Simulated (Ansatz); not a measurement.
# A failed many-body run on ZnSe (Stilleite)

A first try at the G0W0 gap of ZnSe (Stilleite), what the program said, and an input that works.

Main program and level: Ansatz 0.2.0; G0W0 on PBE, plane waves, PAW.

## (1) Set-up

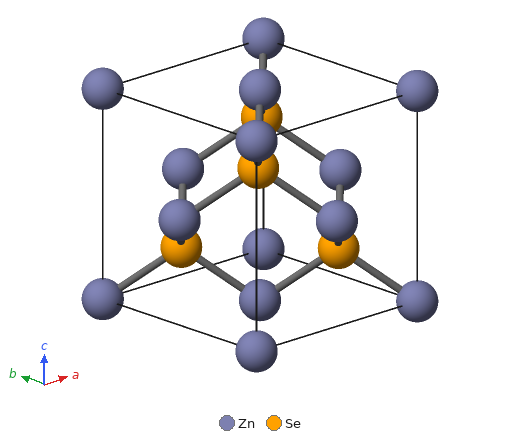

Start, viewed from a free direction; zinc blue, selenium orange. This picture shows the conventional cell, with its axes. Bonds to atoms that aren't drawn are left out. Some periodic images of atoms are drawn too.

The cell and positions come from the Crystallography Open Database and are kept as given unless a step says otherwise. The default PAW set here is soft_2. Its files were made with PBE.

## (2) First try

input.yaml

```yaml
crystal:
  lattice:
    - [0.0, 2.8338, 2.8338]
    - [2.8338, 0.0, 2.8338]
    - [2.8338, 2.8338, 0.0]
  atoms:
    - { symbol: Zn, position: [0.0, 0.0, 0.0] }
    - { symbol: Se, position: [0.25, 0.25, 0.25] }
kpoints:
  mp_grid: { grid: [4, 4, 4] }
hamiltonian:
  xc: pbe
scf:
  occupations: { method: fixed }
gw:
  n_empty_bands: 4
  ecut_chi: 60
  qp_bands: [v1, c9]
  qp_kpoints: band_edges
  screening: { model: contour_deformation }
```

Launch:

```bash
$ ansatz run input.yaml --threads 3 --pin off --max-ram 92160MiB --backend cuda --events-out ev --progress --plain --runs-dir out --devices 1 --max-vram 13GiB  # rebuilt from the run's record
```

Numbers of over 12 decimals in the logs are rounded to 6 here.

Output:

```text
Error: invalid value for `gw.qp_bands`: [v1, c9] must end among the 18 bands that are solved (gw.n_empty_bands), of which c4 is the highest
```

It took 0.11 s on 3 threads of AMD EPYC 7R13 (Zen 3), shared host; peak memory 0.11 GiB.

Q: What is the fault?

The input was rejected at the start.

The program's message: “Error: invalid value for `gw.qp_bands`: [v1, c9] must end among the 18 bands that are solved (gw.n_empty_bands), of which c4 is the highest”

The fault: window above the summed bands. Levels can be corrected only among the bands that are solved.

## (3) A better input

G0W0 replaces the xc potential by the self-energy, built once from these orbitals. Only a window of levels is corrected, while the sums run over the empty bands that the input names.

input.yaml, the sections that differ from step 2:

```yaml
kpoints:
  mp_grid: { grid: [6, 6, 6] }
gw:
  n_empty_bands: 189
  ecut_chi: 150
  qp_bands: [v2, c2]
  qp_kpoints: band_edges
  screening: { model: contour_deformation }
# crystal, hamiltonian, scf: as in step 2
```

Output:

```text
GPUs: using 1 of 1 available (devices: 1).
[...]
device memory: the entry about to start is reckoned to put 0.5 GiB on a device that reports 72.2 GiB free (of which the cap on the GPU budget leaves the run 13.0 GiB)
GPU FFT provider: cuFFT
GPU libraries: cuBLAS 13.8.2, cuFFT 12.4.0, cuSOLVER 12.3.4
Crystal: 2 atoms, lattice volume = 45.513 Å³
Basis set: ecut = 420 eV, 893 PW (Γ)
Bands: 18, of which v1, the nominal top of the filled ones, is band 14 counted from 1 (13 counted from 0)
Symmetry: 24 space group operations
[...]
k-points: 16 of 216 (time reversal used)
[...]
GPU buffer pool allocated for 19683 grid points (all kernels)
GPU transforms: local potential and band sums: pruned to the plane-wave sphere, on 25×27×27
[...]
SCF iter   1: F=—  HF=-8789.521160 eV  |F-HF|=—  |Δ(HF+E_count)|=         —  Δρ=6.61e-4  dr2=2.74e-4  ethr=1.77e-3  ⟨swp⟩=5.0  Hψ=1330  notcnv=0  defer=28
[...]
0    13      6.7818   -21.7965     2.0750   -18.8736  0.7636     5.9102     5.9339  root
     0    14      6.7818   -21.7965     2.0750   -18.8736  0.7636     5.9102     5.9339  root
     0    15      8.0685    -9.7759    -3.8070   -13.7972  0.7923     8.2837     8.2828  root
     0    16     12.5901    -6.9764    -4.4612   -11.6525  0.7738    12.8060    12.8049  root
     1    13      6.5293   -21.3417     2.1137   -18.3668  0.7622     5.6427     5.6681  root
     1    14      6.5293   -21.3417     2.1137   -18.3668  0.7622     5.6427     5.6681  root
     1    15      9.3310    -9.9834    -3.8718   -14.0644  0.7849     9.5410     9.5402  root
     1    16     12.6562    -7.6830    -4.4390   -12.2972  0.7711    12.8323    12.8315  root
[...]
12    13      4.5963   -18.3312     2.4918   -14.9114  0.7447     3.6310     3.6684  root
    12    14      4.5963   -18.3312     2.4918   -14.9114  0.7447     3.6310     3.6684  root
    12    15      9.7689    -7.0735    -3.6156   -10.6427  0.7959     9.7225     9.7225  root
    12    16     10.2461    -8.9882    -3.8934   -13.0504  0.7852    10.4156    10.4150  root
[key lines of the parts left out:]
SCF converged after 6 iterations
Free energy (F): -8789.521109 eV
Fermi energy:    6.781841 eV
```

Wall time 17 s (1 × NVIDIA H100 80GB HBM3 (shared by 6 runs) with 3 threads); peak memory 1.2 GiB; 16 s of CPU time.

Numbers from this step:

```yaml
bands_summed: 203
rpa_eps_infinity_on_this_mesh_eigenvalues: 8.525, 8.525, 8.525
plane_waves_in_the_screening_matrix: 181
q_points_in_the_mesh: 216
g0w0_gap_on_the_mesh: 2.349 eV
k_of_the_valence_top: 0, 0, 0
k_of_the_conduction_bottom: 0, 0, 0
starting_gap_on_the_mesh: 1.287 eV
z_at_the_valence_top: 0.7636
z_at_the_conduction_bottom: 0.7923
least_direct_g0w0_gap_on_the_computed_points: 2.349 eV
```

The gap on the mesh goes from 1.29 eV to 2.35 eV, a correction of +1.06 eV. Between the two edge states, bare exchange in place of the xc potential would open the gap by 6.94 eV, and correlation takes back 5.88 eV.

## (4) Summary of results

* first try: refused after 0.11 s
* better run: G0W0 gap on the mesh 2.35 eV (6×6×6 mesh, 189 empty bands, screening to 150 eV)

What this shows: The second run differs in: mesh, empty bands, screening cutoff (eV) and levels asked. Bands and cutoff are finite, so the gap is not at the basis limit. The miss can reach some tenths of an eV and take either sign; the mesh is an error of its own. The many-body steps are scalar-relativistic: spin-orbit coupling is not in them.

[Paths, hosts, dates, memory and timing lines, banners, echoed tables and standing remarks are left out of the program output.]

[Logs are printed without paths, hosts, clocks, repeated set-up lines and the standing remarks that a program may print on its own settings, such as how far it seeks lower states.]

[Runs of the session that timed out or met a known fault of the program may be left out.]

[Cells called generated may have been cut or substituted from an entry of the Crystallography Open Database or the Materials Project.]

[Hosts, paths, dates, database ids (printed as entryN), source tags and the programs' standing remarks are cut or masked in the printed files.]
